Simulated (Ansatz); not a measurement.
Mo

```yaml
crystal:
  lattice:
    - [3.16762, 0.00000, 0.00000]
    - [0.00000, 3.16762, 0.00000]
    - [0.00000, 0.00000, 3.23097]
  atoms:
    - { symbol: Mo, position: [0.00000, 0.00000, 0.00000] }
    - { symbol: Mo, position: [0.50000, 0.50000, 0.50000] }
```

Space group I4/mmm; a structure from a database of computed crystals, not necessarily the ambient phase; computed pressure about −7 GPa in this cell.

The calculation used Kohn-Sham DFT of a periodic cell, PBE, Ansatz PAW (Ansatz 0.2.0).

Q: What will maps of the valence pseudo-density and electron localisation function show?

A: Mo–Mo (2.76 Å): ρ is about 0.36 e/Å³ halfway; the ELF is about 0.30 at the midpoint.

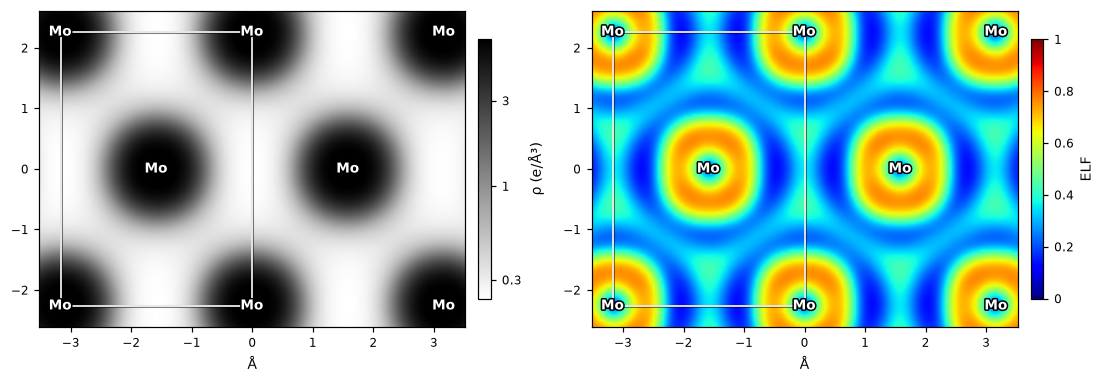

Computed valence pseudo-density and electron localisation function on the (011̄) plane of the conventional cell, in this order. 

In a PAW calculation such maps are meaningful between the atoms, not at the nuclei.
